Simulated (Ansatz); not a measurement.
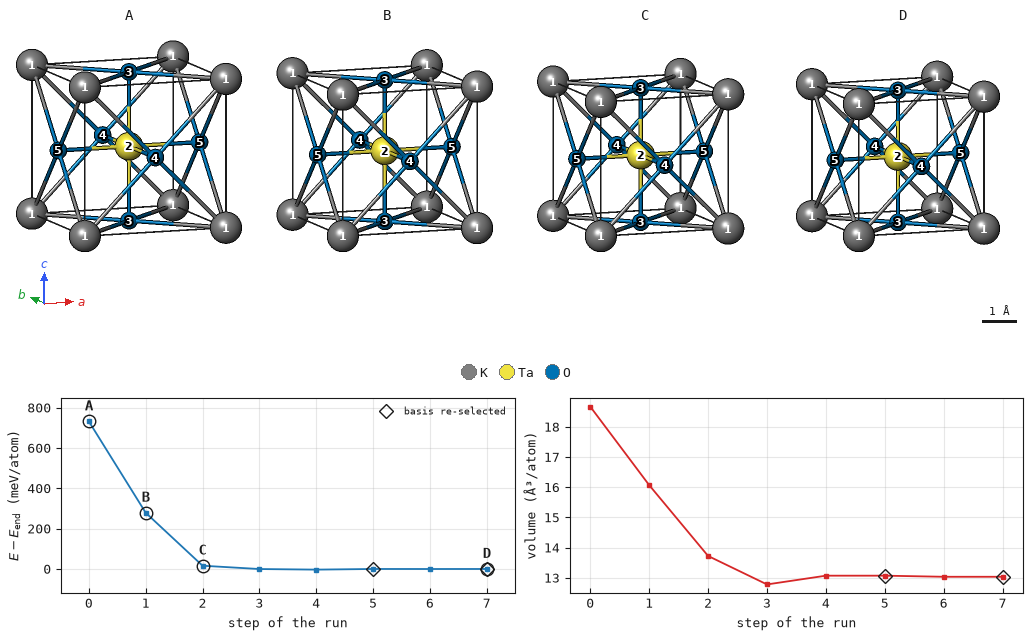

Frames of a relaxation of a crystal of KTaO3 (built on the cubic perovskite type), marked on the history of the run. Style: ball-and-stick. Shown: the cell of the calculation, slightly off an axis.

Theory: Ansatz, DFT, PBE, plane waves, PAW. Set-up: plane-wave cutoff 420 eV; k-point mesh 6 × 6 × 6; occupations fermi dirac; smearing width 0.02 eV; no spin polarisation; cell and atoms relaxed; force threshold 0.005 eV/Å.

Describe the path.

No atom moves by more than 0.005 Å relative to the cell. Cell: a = b = c 4.536 → 4.024 Å (−11.3 %). Volume −30.2 %. Among the contacts that change: K1–Ta2 3.929 → 3.485 Å, K1–O3 3.208 → 2.846 Å, Ta2–O3 2.268 → 2.012 Å. The space group stays Pm-3m (No. 221). Over 5 accepted moves (7 points after the start) the energy falls by 732 meV per atom. All forces vanish by symmetry, so only the cell relaxes. The pressure goes from −29.66 to 0.00 GPa. At 2 points the geometry stayed and the basis and grid were re-selected for the new cell (energy shift of 3.2 meV per atom at most each time). From step 0 to 1: volume −13.9 %, energy −453 meV per atom. From step 1 to 2: volume −14.6 %, energy −263 meV per atom. From step 2 to 7: volume −5.0 %, energy −16.2 meV per atom.

```tsv
step	E − E(0), meV/atom	pressure, GPa	volume, Å³/atom	note
0	0.00	-29.66	18.672	
1	-453.09	-24.07	16.072	
2	-715.62	-8.10	13.725	
3	-732.10	4.43	12.782	
4	-735.04	0.03	13.072	
5	-731.80	-0.52	13.072	same geometry, new basis
6	-731.99	0.01	13.036	
7	-731.85	0.00	13.036	same geometry, new basis
```
